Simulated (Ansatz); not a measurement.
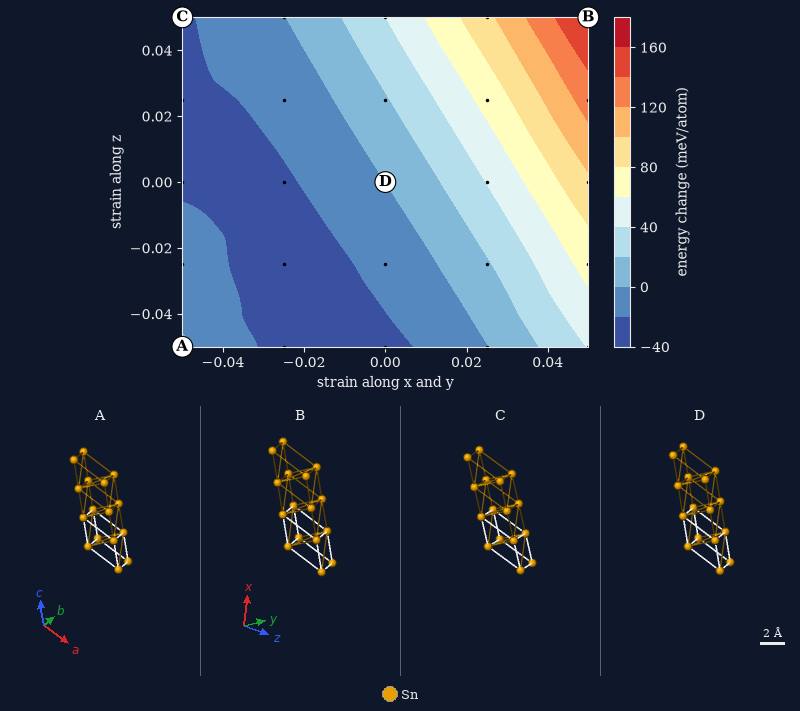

Energy scan for a crystal of Sn (Immm), in which the cell is strained equally along x and y and separately along z, with the atoms kept at their fractional coordinates. x, y and z are the Cartesian axes of the input. The map is interpolated between the computed points (dots). The lettered frames are marked on it. A ball-and-stick model of the cell of the calculation, repeated 1 × 1 × 3 with one cell outlined, seen slightly off an axis.

Method: DFT PBEsol, scalar-relativistic, plane waves, PAW (Ansatz). Settings: plane-wave cutoff 420 eV; k-point mesh 20 × 20 × 20; occupations gaussian; smearing width 0.15 eV; no spin polarisation. Energies (free energies at the smearing named) are counted from the cell as listed in its source, which wasn't relaxed.

Where is the lowest point of the map, and what else does it tell?

In pairs of (strain along x and y; strain along z): the lowest computed point lies at (−0.025, −0.025) (−25.5 meV/atom), the highest at (0.050, 0.050) (162.9 meV/atom). The valley is tilted: raising the in-plane strain is made harder by raising the strain along z (cross term 1.00 of the geometric mean of the two curvatures). Over the ranges scanned the energy rises more along the first axis, the in-plane strain. The pressure runs from −7.3 GPa at (0.050, 0.050) to 5.0 GPa at (−0.050, −0.050). The frames lie at A (−0.050, −0.050): 2.7 meV/atom, B (0.050, 0.050): 162.9 meV/atom, C (−0.050, 0.050): −22.8 meV/atom, D (0.000, 0.000): 0.0 meV/atom.

The computed points:

Rows: strain along x and y; columns: strain along z; values in meV/atom.

|  | −0.050 | −0.025 | 0.000 | 0.025 | 0.050 |
| --- | --- | --- | --- | --- | --- |
| −0.050 | 2.7 | −12.9 | −22.0 | −25.1 | −22.8 |
| −0.025 | −24.3 | −25.5 | −21.8 | −13.2 | −0.6 |
| 0.000 | −24.1 | −14.3 | 0.0 | 18.2 | 39.7 |
| 0.025 | −0.8 | 17.9 | 40.5 | 66.4 | 95.1 |
| 0.050 | 40.7 | 66.8 | 96.3 | 128.4 | 162.9 |
